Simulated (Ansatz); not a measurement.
Structure data:

```
Sn O
1.0
     3.99909    0.00000    0.00000
     0.00000    3.99909    0.00000
     0.00000    0.00000   10.20417
Sn O
4 8
Direct
  0.00000 0.50000 0.25000
  0.00000 0.00000 0.00000
  0.50000 0.00000 0.75000
  0.50000 0.50000 0.50000
  0.50000 0.50000 0.29637
  0.00000 0.50000 0.45363
  0.00000 0.00000 0.20363
  0.00000 0.50000 0.04637
  0.00000 0.00000 0.79637
  0.50000 0.00000 0.95363
  0.50000 0.50000 0.70363
  0.50000 0.00000 0.54637
```

What crystal do these data define?

The structure is one of SnO₂. The atoms follow space group I4_1/amd (No. 141); the Bravais lattice is body-centred tetragonal. The arrangement is known as anatase. The cell has 12 atoms, namely 4 Sn, 8 O. Each Sn has six O at 2.05 to 2.08 Å. Around each O lie three Sn at 2.05 to 2.08 Å. The bonds build a three-dimensional framework.

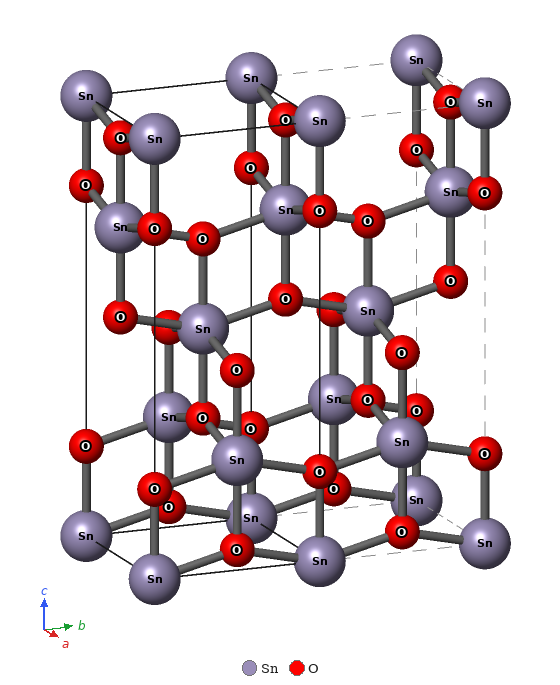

An orthographic ball-and-stick view of the structure, slightly off an axis. 1×2×1 cells are drawn; the solid outline is the conventional unit cell. Colours: tin purple, oxygen red.

Starting structure: a structure listed in the Materials Project. What is shown is the relaxed result from Ansatz 0.2.0, DFT r2SCAN, scalar-relativistic, plane waves, PAW.
